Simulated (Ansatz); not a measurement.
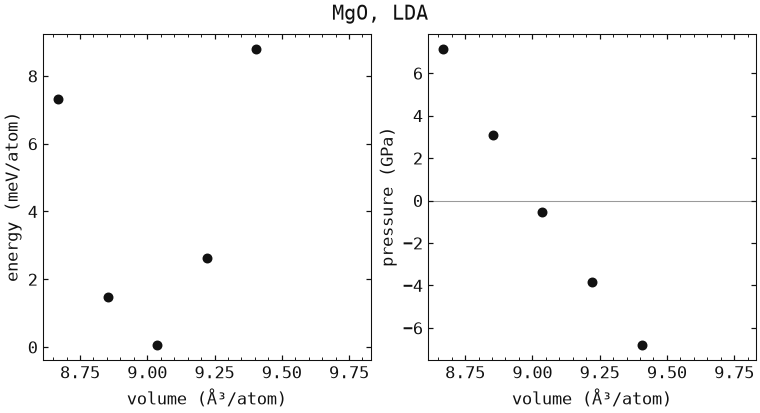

The plot gives the computed energy and pressure against volume for MgO, space group Fm-3m (No. 225).

Cell as given: a = 2.966 Å, b = 2.966 Å, c = 2.966 Å, α = 60.00°, β = 60.00°, γ = 60.00°; 2 atoms.

How it was computed, with Ansatz 0.2.0: all-electron LAPW DFT, no spin polarisation; energies at scaled volumes of the given cell, shape and fractions fixed, counted from the fit's minimum, third-order Birch-Murnaghan fit. Level: LDA.

```csv
setting,value
k mesh,11×11×11
occupations,tetrahedron
potentials,"all electron LAPW, scalar relativistic"
program settings,basis error eV/atom 0.001
```

The points at volume 9.5902 Å³/atom and 9.7747 Å³/atom are left out of the plot. What values does the calculation give there?

```json
{"volume (Å³/atom)": "9.5902", "energy (meV/atom)": "18.23", "pressure (GPa)": "-9.49"}
{"volume (Å³/atom)": "9.7747", "energy (meV/atom)": "30.57", "pressure (GPa)": "-11.90"}
```

Caveats: the program warns: tetrahedron derivatives may miss energy slope.
